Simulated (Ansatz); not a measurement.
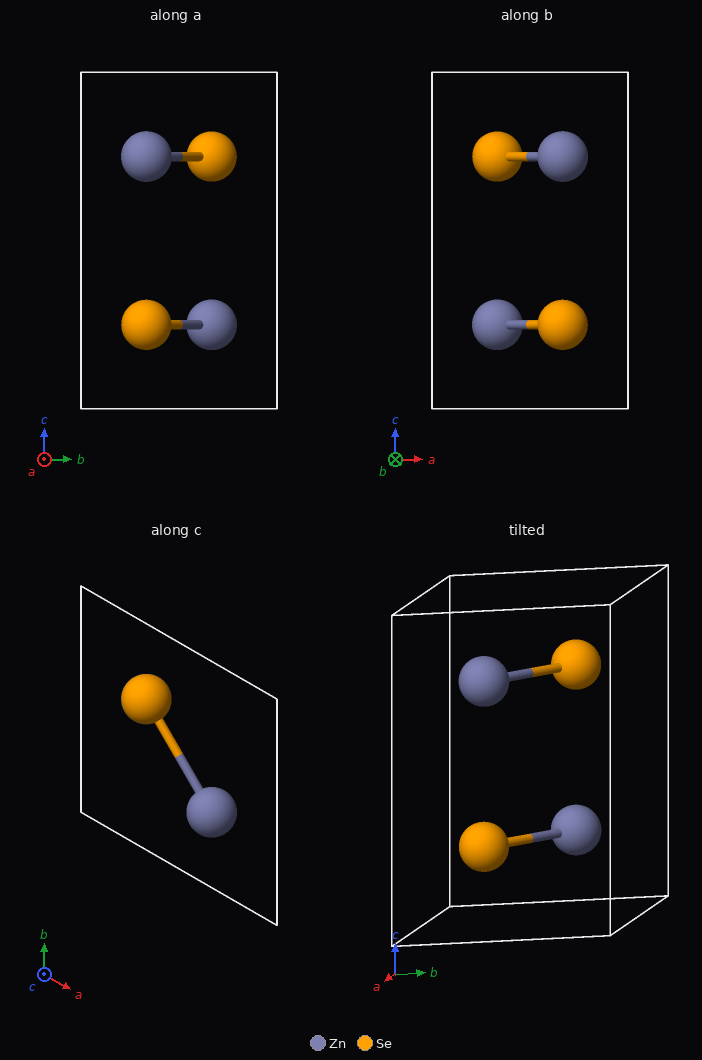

We look at a ball-and-stick model of the crystal along the a axis, along the b axis, along the c axis and slightly off an axis. The parallelepiped is the conventional unit cell.

Lattice parameters: a = 4.0746 Å, b = 4.0746 Å, c = 6.0605 Å, α = 90.000°, β = 90.000°, γ = 120.000°.

> Put the structure into a CIF with its space group and independent sites.

```cif
data_structure
_symmetry_space_group_name_H-M 'P 63/m m c'
_symmetry_Int_Tables_number 194
_cell_length_a 4.0746
_cell_length_b 4.0746
_cell_length_c 6.0605
_cell_angle_alpha 90.000
_cell_angle_beta 90.000
_cell_angle_gamma 120.000
_cell_volume 87.14
loop_
_atom_site_label
_atom_site_type_symbol
_atom_site_symmetry_multiplicity
_atom_site_Wyckoff_symbol
_atom_site_fract_x
_atom_site_fract_y
_atom_site_fract_z
_atom_site_occupancy
Zn1 Zn 2 c 0.3333 0.6667 0.2500 1
Se1 Se 2 d 0.6667 0.3333 0.2500 1
```

The initial geometry was a structure type filled with these elements by a generator (whether the compound takes this form wasn't checked). The cell was then strained or its atoms displaced on purpose. An electronic-structure calculation with Ansatz was run on it.

At this level of theory the cell isn't at rest (compressed, at 4 GPa), so its distances can differ from those at equilibrium, the more so the softer the solid.
